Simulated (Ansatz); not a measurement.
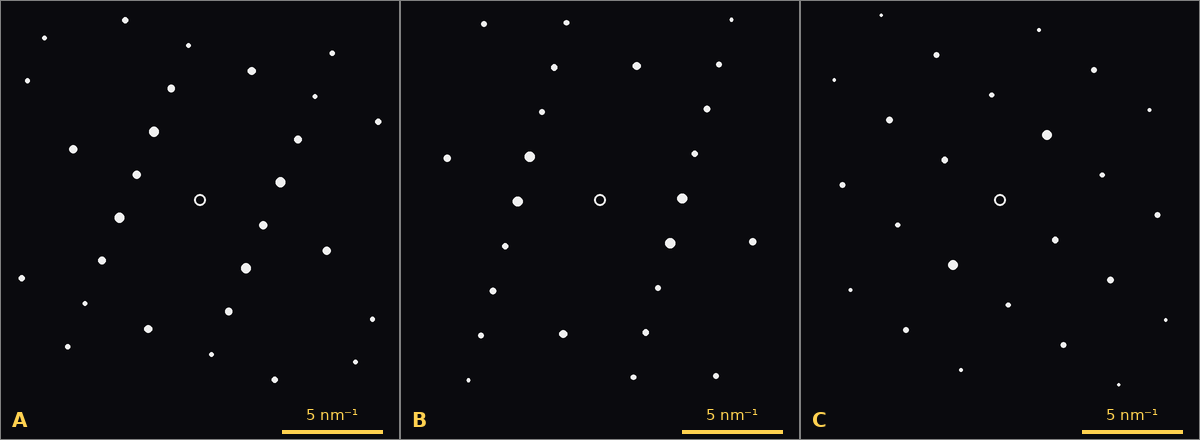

Simulated selected-area electron diffraction patterns (120 kV, kinematic approximation, thin crystal, B = 0.5 Å² for all atoms).

All three come from Li, space group P6/mmm (No. 191), a = 4.98 Å, c = 2.93 Å (hexagonal axes). Structure: the geometry relaxed with DFT r2SCAN, scalar-relativistic, plane waves, PAW in Ansatz 0.2.0; the starting structure was generated, so it need not be a known form of this composition.

```cif
data_structure
_symmetry_space_group_name_H-M 'P6/mmm'
_symmetry_Int_Tables_number 191
_cell_length_a 4.9842
_cell_length_b 4.9842
_cell_length_c 2.9330
_cell_angle_alpha 90.000
_cell_angle_beta 90.000
_cell_angle_gamma 120.000
_cell_volume 63.10
loop_
_atom_site_label
_atom_site_type_symbol
_atom_site_symmetry_multiplicity
_atom_site_Wyckoff_symbol
_atom_site_fract_x
_atom_site_fract_y
_atom_site_fract_z
_atom_site_occupancy
Li1 Li 1 a 0.00000 0.00000 0.00000 1
Li2 Li 2 d 0.33333 0.66667 0.50000 1
```

Assign the zone axes [100], [101], [210] to A, B and C.

A is [100]: rectangular net of 0 1 0 (itself too weak to see) at d = 4.32 Å and 0 0 1 at d = 2.93 Å, at 90.0°. B is [101]: centred rectangular net of 0 1 0 (itself too weak to see) at d = 4.32 Å and 1 0 -1 at d = 2.43 Å, at 73.7°. C is [210]: rectangular net of 0 0 1 at d = 2.93 Å and 1 -2 0 at d = 2.49 Å, at 90.0°.
